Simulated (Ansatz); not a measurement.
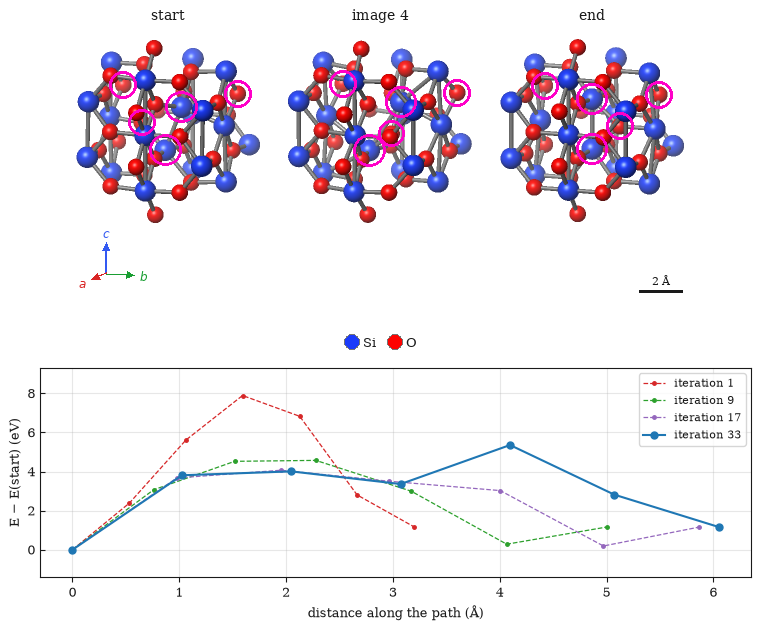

A search for the minimum-energy path of SiO₂ with an O vacancy (23 atoms in the cell, charge -2) by the nudged elastic band. Images are numbered from 0 (start) to 6 (end). The plot follows the band through its iterations. The picture is a ball-and-stick view of the atoms within 4.4 Å of the middle of the path, seen slightly off an axis. The atoms that move most are ringed. Bonds to atoms that aren't drawn are left out.

Theory: DFT PBE-D3(BJ), scalar-relativistic, plane waves, PAW in Ansatz. Set-up: plane-wave cutoff 420 eV; k-point mesh 2 × 2 × 2; Gaussian smearing 0.02 eV; 5 movable images; climbing image; force threshold 0.05 eV/Å; iteration limit 33; starting path by image-dependent pair potential.

Judge this run.

The result isn't final. The band hadn't converged when the run stopped after 33 iterations. The barrier read from it is provisional: over the last two iterations the highest image moved from 5.87 eV to 5.36 eV. The first iteration put the highest image at 7.89 eV. The energy climbs by 5.36 eV to image 4 and then falls by 4.20 eV, so the end point sits at +1.16 eV. The profile has 2 maxima (images 2, 4) with a dip at image 3 (+3.36 eV), which on an unconverged band is provisional.

Limits of the set-up: the periodic images lie only 5.3 Å apart, so the values are limited by the cell's size; the cell is charged, on a uniform background, and energies carry no finite-size correction.

PAW datasets: the set soft_1.
